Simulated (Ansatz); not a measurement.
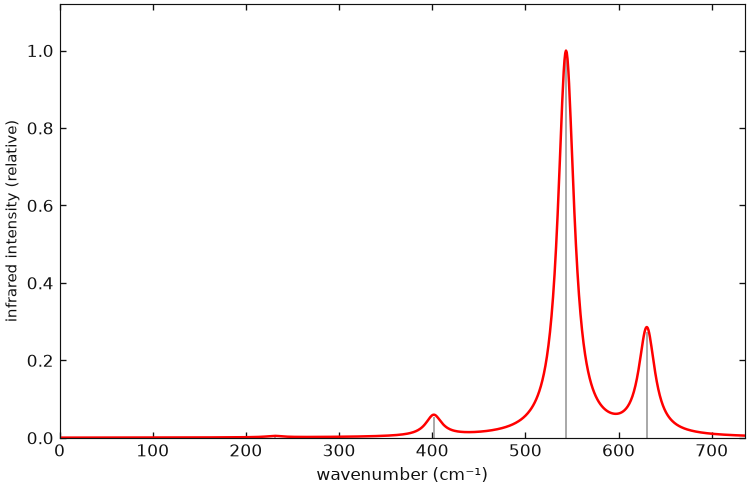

Plotted: infrared spectrum of the zone-centre phonons for AlGa₃N₄, space group P-43m (No. 215). Lines are broadened by Lorentzians of 21 cm⁻¹ full width; the spectrum is scaled to its strongest line. These are zero-field (TO) frequencies; inactive modes don't show.

Structure:
```yaml
crystal:
  lattice:
    - [4.49716, 0.00000, 0.00000]
    - [0.00000, 4.49716, 0.00000]
    - [0.00000, 0.00000, 4.49716]
  atoms:
    - { symbol: Al, position: [0.00000, 0.00000, 0.00000] }
    - { symbol: Ga, position: [0.50000, 0.50000, 0.00000] }
    - { symbol: Ga, position: [0.50000, 0.00000, 0.50000] }
    - { symbol: Ga, position: [0.00000, 0.50000, 0.50000] }
    - { symbol: N, position: [0.75502, 0.75502, 0.24498] }
    - { symbol: N, position: [0.75502, 0.24498, 0.75502] }
    - { symbol: N, position: [0.24498, 0.75502, 0.75502] }
    - { symbol: N, position: [0.24498, 0.24498, 0.24498] }
```

Method: infrared-active and silent optical phonons at the zone centre of an insulator with atoms at rest in the given cell, intensity summed over the level, zero macroscopic field, imaginary frequencies are negative, field response on a mesh refined by the program; PAW (Ansatz 0.2.0). Level: PBEsol, no spin polarisation.

```json
{"setting": "wave cutoff", "value": "420 eV"}
{"setting": "k mesh", "value": "6×6×6"}
{"setting": "occupations", "value": "fixed"}
{"setting": "volume relative to the relaxed cell", "value": "1.02"}
```

Question: Which are the strongest infrared lines?

Answer: The strongest infrared line is at 543.7 cm⁻¹, followed by 630.4 (27 % of it).

Keep in mind: field response not converged on the k mesh.

The computed values:

| frequency (cm⁻¹) | degeneracy | infrared ((D/Å)²/amu) |
| --- | --- | --- |
| 188.0 | 3 | 0 |
| 230.8 | 3 | 0.462 |
| 401.7 | 3 | 7.05 |
| 543.7 | 3 | 131 |
| 576.5 | 3 | 0 |
| 630.4 | 3 | 35.6 |
| 654.3 | 2 | 0 |
| 675.3 | 1 | 0 |
